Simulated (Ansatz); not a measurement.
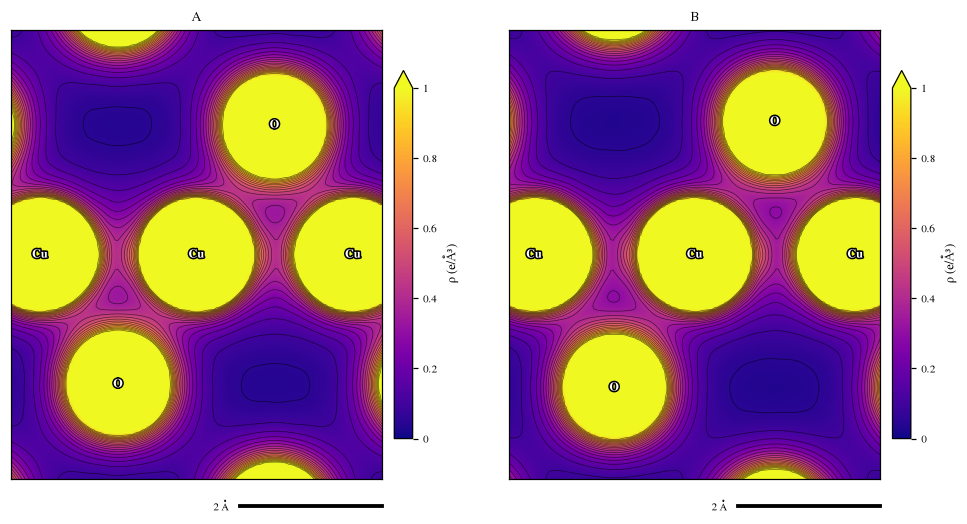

CuO. The valence pseudo-density of two cells that differ in size, on the (110) plane of each (indices in the axes of the calculation cell), at one length scale and on one colour scale: B has 10.3 Å³ an atom and A 9.5.

Level of theory: Ansatz 0.2.0, Kohn-Sham DFT of a periodic cell, PBE, Ansatz PAW.

The density is the valence pseudo-density of a PAW calculation; it isn't the true density close to the nuclei.

The larger cell:

```
Cu O
1.0
     3.24189    0.00000    0.00000
    -1.62095    2.80756    0.00000
     0.00000    0.00000    4.51840
Cu O
2 2
Cartesian
  0.0000 0.0000 0.0000
  0.0000 0.0000 2.2592
  0.0000 1.8717 1.1296
  1.6210 0.9358 3.3888
```

The smaller cell: a = 3.158 Å, b = 3.158 Å, c = 4.402 Å, α = 90.00°, β = 90.00°, γ = 120.00°.

### What changes from the larger cell to the smaller?

From the larger cell to the smaller, Cu–Cu goes from 2.26 to 2.20 Å, and the density at its midpoint from 0.36 to 0.42 e/Å³; Cu–O goes from 2.19 to 2.13 Å, and the density at its midpoint from 0.39 to 0.44 e/Å³; the pressure goes from −3.7 to 10 GPa.
